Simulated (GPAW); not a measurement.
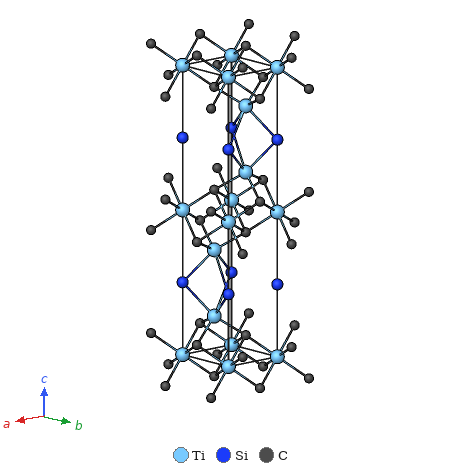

Ti3SiC2, space group P6_3/mmc (No. 194), a = 3.058 Å, b = 3.058 Å, c = 17.623 Å, α = 90.00°, β = 90.00°, γ = 120.00°

| site | Wyckoff | x | y | z |
| --- | --- | --- | --- | --- |
| Ti1 | 4f | 0.3333 | 0.6667 | 0.8645 |
| Ti2 | 2a | 0.0000 | 0.0000 | 0.5000 |
| Si | 2b | 0.0000 | 0.0000 | 0.7500 |
| C | 4f | 0.6667 | 0.3333 | 0.9278 |

Origin: an entry of the Crystallography Open Database, as set up for an electronic-structure calculation.

Compute the Voronoi cell of each site (no radii): faces and volume.

| site | faces above 1 % of the sphere | volume (Å³) | solid angle by neighbour (%) |
| --- | --- | --- | --- |
| Ti1 | 12 | 12.67 | C 52 Si 32 Ti 15 |
| Ti2 | 6 | 10.27 | C 95 Ti 5 |
| Si | 12 | 16.34 | Ti 64 Si 36 |
| C | 6 | 9.70 | Ti 100 |

Weighted by multiplicity the volumes add up to the cell volume, 142.7 Å³.

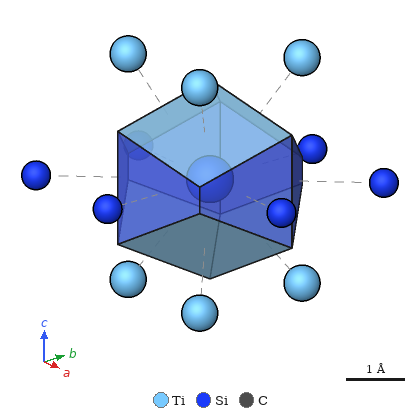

The computed Voronoi cell of Si, with the neighbours that bound it.
